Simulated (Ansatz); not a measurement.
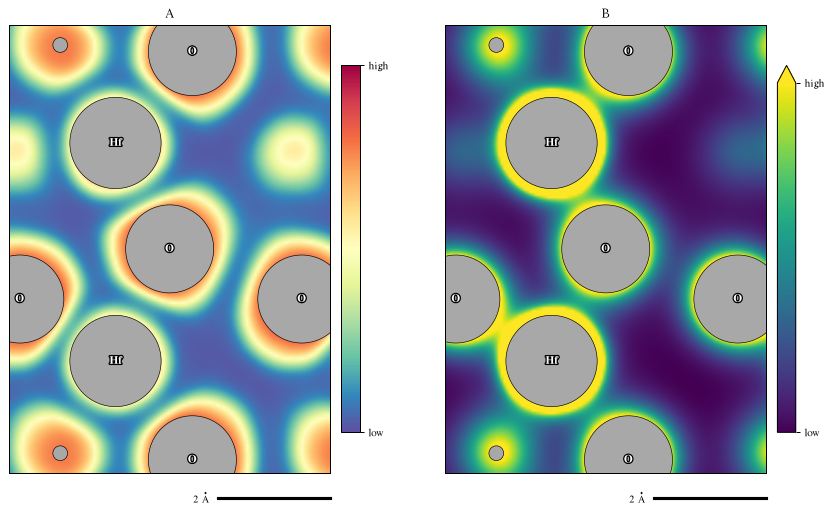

HfO2: 2 fields on the (101̄) plane of the conventional cell, with unlabelled colour scales. Grey discs cover the atomic cores.

Space group Pca2₁; a structure from a database of computed crystals, not necessarily the ambient phase; started from the database structure prototype, which need not be the ambient phase.

Method: DFT, PBEsol, plane waves, PAW (Ansatz).

> The panels show electron localisation function and valence pseudo-density in some order. Assign them.

Panel A: electron localisation function. Panel B: valence pseudo-density. From the grid: Hf–O (2.03 Å): ρ is about 0.9 e/Å³ halfway; the ELF peaks at about 0.85 in the valence shell of O, 0.6 Å from its nucleus, and drops to about 0.20 between the two atoms; no localised pair shows between them. Hf–O (2.12 Å): the density is about 0.71 e/Å³ at the midpoint; the ELF peaks at about 0.85 in the valence shell of O, 0.6 Å from its nucleus, and drops to about 0.20 between the two atoms (no localised pair shows between them).
